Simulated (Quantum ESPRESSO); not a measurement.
## A series of single points on WC

System: WC (P-6m2, 2 atoms in the cell).
Method: Kohn-Sham DFT of a periodic cell, AM05, spin-orbit coupling, PseudoDojo 0.4 FR PBE standard, no spin polarisation (Quantum ESPRESSO 7.5).

The 7 runs differ only in the geometry, by an even scaling of the cell at fixed fractional positions. The structure derives from an entry of the Crystallography Open Database.

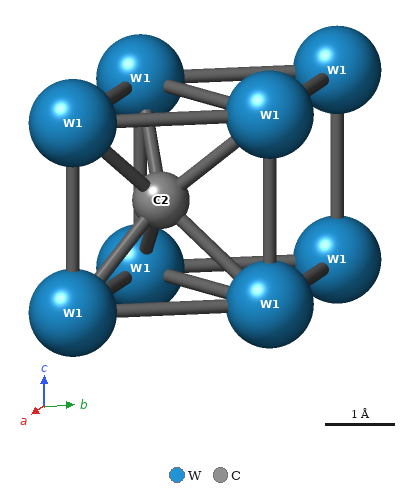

Figure 1. The structure of run 4 (ball-and-stick view of the cell of the calculation, seen slightly off an axis; atoms are numbered from 1 in the order of the input).

**Input of run 4**
```
&CONTROL
  calculation = 'scf'
  prefix = 'pwscf'
  outdir = './tmp'
  pseudo_dir = './pseudo'
  tprnfor = .true.
  tstress = .true.
  disk_io = 'nowf'
/
&SYSTEM
  ibrav = 0
  nat = 2
  ntyp = 2
  ecutwfc = 82
  nbnd = 30
  input_dft = 'XC-000I-000I-120L-135L-000I-000I'
  occupations = 'smearing'
  smearing = 'fd'
  degauss = 0.00367493
  noncolin = .true.
  lspinorb = .true.
/
&ELECTRONS
  conv_thr = 4d-10
  electron_maxstep = 120
  mixing_beta = 0.5
/
ATOMIC_SPECIES
W    183.8400 W.upf
C     12.0110 C.upf
CELL_PARAMETERS angstrom
   2.9065000000    0.0000000000    0.0000000000
  -1.4532500000    2.5171028361    0.0000000000
   0.0000000000    0.0000000000    2.8366000000
ATOMIC_POSITIONS crystal
W      0.0000000000    0.0000000000    0.0000000000
C      0.6666666667    0.3333333333    0.5000000000
K_POINTS automatic
10 10 9 0 0 0
```

Command:
```bash
OMP_NUM_THREADS=1 pw.x -in pw.in > pw.out
```

Run 2 differs from it as follows:
```diff
-   2.9065000000    0.0000000000    0.0000000000
-  -1.4532500000    2.5171028361    0.0000000000
-   0.0000000000    0.0000000000    2.8366000000
+   2.8672181576    0.0000000000    0.0000000000
+  -1.4336090788    2.4830837627    0.0000000000
+   0.0000000000    0.0000000000    2.7982628680
```

**Results, with one run withheld**

| run | volume per atom (Å³) | free energy per atom, from the lowest run given (meV) | pressure (GPa) |
| --- | --- | --- | --- |
| 1 | 9.754 | 34.97 | 23.48 |
| 2 | 9.961 | ? | ? |
| 3 | 10.169 | 0.00 | 3.96 |
| 4 | 10.376 | 0.20 | −4.35 |
| 5 | 10.584 | 10.61 | −11.82 |
| 6 | 10.791 | 30.20 | −18.54 |
| 7 | 10.999 | 58.04 | −24.56 |

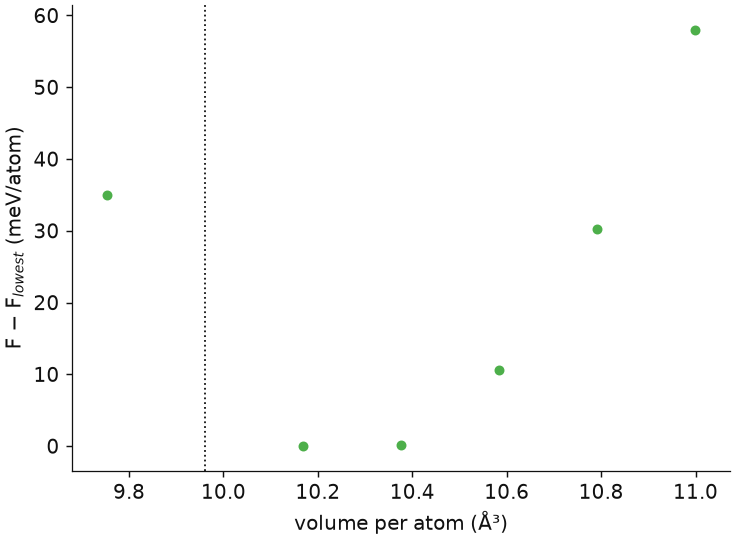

Figure 2. Free energy per atom of the runs given; the dotted line marks run 2.

What should run 2 give?

A cubic polynomial in V^(−2/3) (the Birch–Murnaghan form), fitted to the 6 runs given, misses them by at most 0.03 meV per atom. With x = V^(−2/3) − 0.20945 Å⁻², it reads F = 2.0568 − 2955.2 x + 6.5972e+05 x² + 5.3865e+05 x³ (meV per atom). At run 2 it gives 11.19 meV per atom, and the run itself gives 11.17. The slope of the fit gives a pressure −dF/dV of 13.35 GPa there, and the run prints 13.21 GPa. The two needn't agree exactly: the fit is approximate, and the printed stress is taken on a finite basis. The fit has its minimum at 10.268 Å³ per atom, where V d²F/dV² gives 412 GPa. Cell shape and fractional positions are held, so this is the stiffness under even scaling; the relaxed bulk modulus wasn't computed.

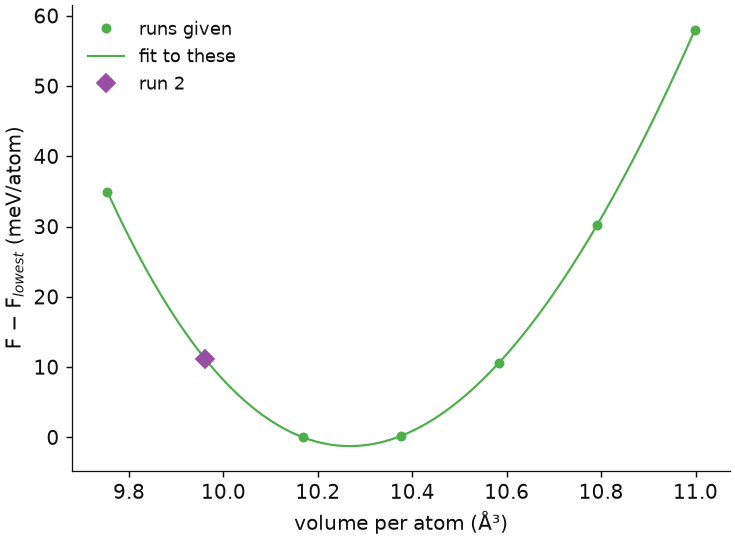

Figure 3. The fit and the withheld run.

**Some lines of the output (run 2)**
```
[...]
     number of k points=    70  Fermi-Dirac smearing, width (Ry)=  0.0037
     total energy              =    -163.49069819 Ry
     total energy              =    -163.61190292 Ry
     total energy              =    -163.64399531 Ry
     total energy              =    -163.64469756 Ry
     total energy              =    -163.64470138 Ry
     total energy              =    -163.64470510 Ry
     total energy              =    -163.64470520 Ry
     total energy              =    -163.64470522 Ry
     the Fermi energy is    21.4484 ev
!    total energy              =    -163.64470522 Ry
     The total energy is F=E-TS. E is the sum of the following terms:
     Computing stress (Cartesian axis) and pressure
          total   stress  (Ry/bohr**3)                   (kbar)     P=      132.10
```

Notes: The record of the run, not the program, notes: potentials made for another functional. Points of doubt noted for this run: potentials made for another functional.
